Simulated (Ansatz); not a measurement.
```
CELL_PARAMETERS angstrom
-5.65319 1.88440 -4.77915
-1.88440 -5.65319 4.77915
1.88440 5.65319 4.77915
ATOMIC_POSITIONS crystal
Pb 0.40000 0.60000 0.80000
Ti 0.00396 0.00343 0.99784
Ti 0.79604 0.19389 0.59948
Ti 0.60559 0.40216 0.20611
Ti 0.19441 0.80052 0.39657
Ti 0.70837 0.54605 0.64561
Ti 0.29956 0.96232 0.85395
Ti 0.09163 0.13724 0.43768
Ti 0.90000 0.35000 0.05000
Ti 0.50044 0.75439 0.26276
O 0.72402 0.75378 0.86374
O 0.30307 0.16008 0.06404
O 0.07598 0.33973 0.62976
O 0.90000 0.55977 0.25977
O 0.49693 0.96097 0.45701
O 0.60801 0.61351 0.41664
O 0.19199 0.00862 0.60550
O 0.98446 0.19595 0.19640
O 0.81554 0.41194 0.81150
O 0.40000 0.82488 0.02488
O 0.69604 0.33596 0.43903
O 0.30997 0.77024 0.64622
O 0.10396 0.94299 0.23992
O 0.90000 0.14023 0.84023
O 0.49003 0.53626 0.06027
O 0.40000 0.37512 0.57512
O 0.00313 0.79450 0.78649
O 0.79687 0.98336 0.39138
O 0.59955 0.20360 0.98806
O 0.20045 0.58850 0.20405
```

Computed without spin polarisation.

These are results of DFT PBEsol, scalar-relativistic, plane waves, PAW (Ansatz 0.2.0), not measurements.

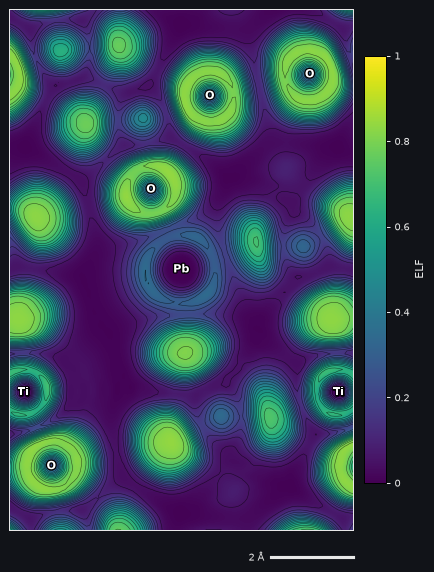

Ti$_{9}$PbO$_{20}$ (cell with a defect). ELF on the (011) plane of the calculation cell.

In a PAW calculation such maps are meaningful between the atoms, not at the nuclei.

### What does the map show?

The section cuts through Pb, Ti and O sites.
Atoms just off the plane (Ti, 0.7 Å away and O, 0.7 Å away) can leave unmarked features too.
Pb–O (2.07 Å): the ELF peaks at about 0.80 in the valence shell of O, 0.6 Å from its nucleus, and drops to about 0.25 between the two atoms.
Ti–O (1.91 Å): the ELF peaks at about 0.85 in the valence shell of O, 0.6 Å from its nucleus, and is about 0.25 at the midpoint; no localised pair shows between them.
The features right at Ti lie inside the PAW spheres, where the map follows smoothed inner orbitals and isn't to be read closely.

### Does the calculation make it a metal, or give it a gap?

It is gapped, with a Kohn–Sham gap of 2.5 eV on the k-point mesh (the band edges may lie off the mesh, which would make the gap smaller).
